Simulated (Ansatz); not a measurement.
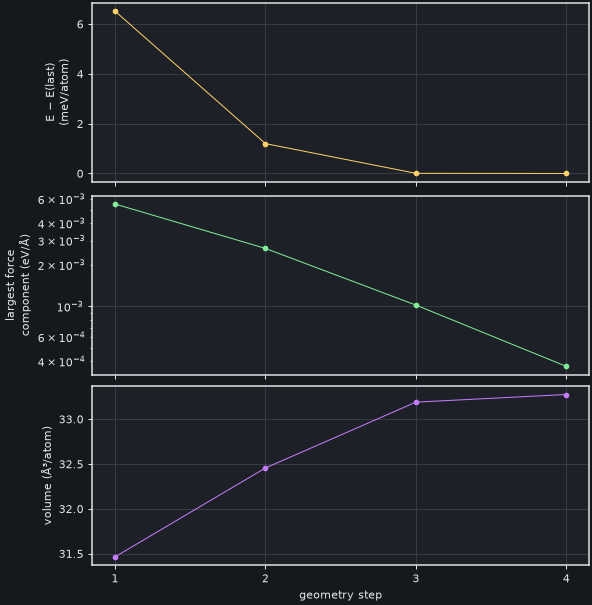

History of a geometry optimisation. Atoms and cell relax. A closing SCF on a freshly chosen basis isn't drawn.

```
crystal:
  lattice:
    - [3.977518, 0.0, 0.0]
    - [0.0, 3.977518, 0.0]
    - [0.0, 0.0, 3.977518]
  atoms:
    - { symbol: Tl, position: [0.0, 0.0, 0.0] }
    - { symbol: Br, position: [0.5, 0.5, 0.5] }
  symmetry: { detect: false }
kpoints:
  mp_grid: { grid: [5, 5, 5], shift: [0, 0, 0] }
magnetization:
  spin_polarized: false
scf:
  occupations: { method: fermi_dirac }
hamiltonian:
  pseudopotentials: { kind: paw }
  xc: pbe
basis:
  ecutwfc: 420
output:
  forces: true
  stress: true
  eigenvalues: true
  write_density: true
  write_potential: true
  elf: true
  volumetric_format: npy
relax:
  max_steps: 40
  cell: {}
```

Run as:
```bash
ansatz run input.yaml --threads 1 --pin off --max-ram 2560MiB --backend cpu --events-out ev --progress --plain --runs-dir out
```

How did it end, and what did it gain?

The optimisation met its thresholds at geometry 4, counting the start as the first. The energy fell by about 6.5 meV/atom from the first step to the last. The largest force component goes from about 6 × 10⁻³ eV/Å at the start to 4 × 10⁻⁴ eV/Å at the end.

Was the starting cell too large or too small?

The volume grows from 31.5 to 33.3 Å³ per atom (+6 %). The start was compressed.
